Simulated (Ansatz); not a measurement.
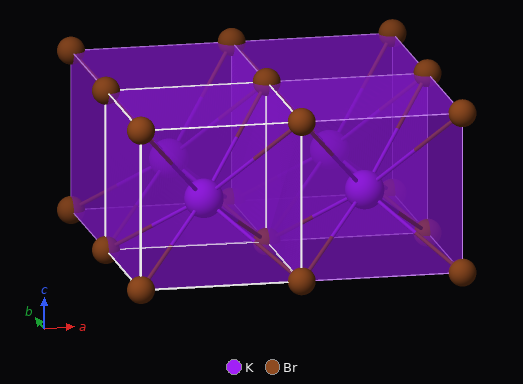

A polyhedral rendering, viewed slightly off an axis. A 2×2×1 array of cells is drawn; the conventional unit cell has the solid edges. Cell: a = 4.043 Å, b = 4.043 Å, c = 4.043 Å, α = 90.00°, β = 90.00°, γ = 90.00°.

Notes on the structure:

The material is KBr. The atoms follow space group P4mm (No. 99); the Bravais lattice is primitive tetragonal. Counting shared atoms by their share gives 1 K, 1 Br, or 2 atoms. The polyhedra are KBr8 cubes; they share corners, edges and faces. K is linked to eight Br in a distorted cubic arrangement at about 3.3 to 3.7 Å. Br is coordinated by eight K in a distorted cubic arrangement at about 3.3 to 3.7 Å. The bonds build a three-dimensional framework.

The starting point was a structure listed in the Materials Project. The cell was then strained or its atoms displaced on purpose. It went into a calculation with Ansatz.
